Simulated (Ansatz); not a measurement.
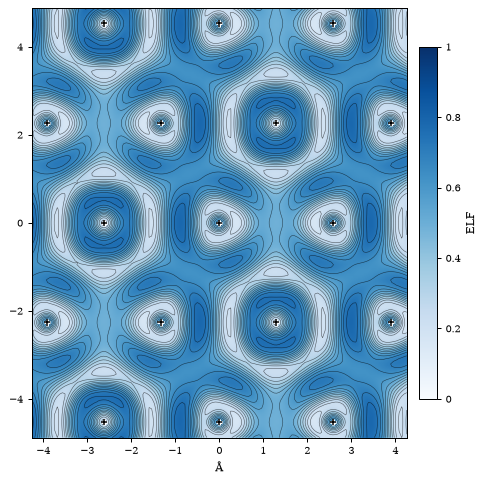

The ELF on a plane through atoms (crosses mark nuclei in the plane).

Theory: DFT r2SCAN, scalar-relativistic, plane waves, PAW (Ansatz 0.2.0).

Candidates:
A. Ir, a = 3.84 Å, b = 3.84 Å, c = 3.84 Å, α = 90.00°, β = 90.00°, γ = 90.00°. Space group Fm-3m; a structure from a database of computed crystals, not necessarily the ambient phase; computed without spin polarisation.
B. Si₂Mo, a = 3.20 Å, b = 3.20 Å, c = 7.82 Å, α = 90.00°, β = 90.00°, γ = 90.00°. Space group I4/mmm; computed without spin polarisation.

Question: Which candidate gave the map?

Answer: Candidate B: Si₂Mo on the (110) plane of the conventional cell, which holds Si and Mo. Si–Mo (2.60 Å): the ELF peaks at about 0.70 in the valence shell of Si, 0.9 Å from its nucleus, and is about 0.40 at the midpoint.
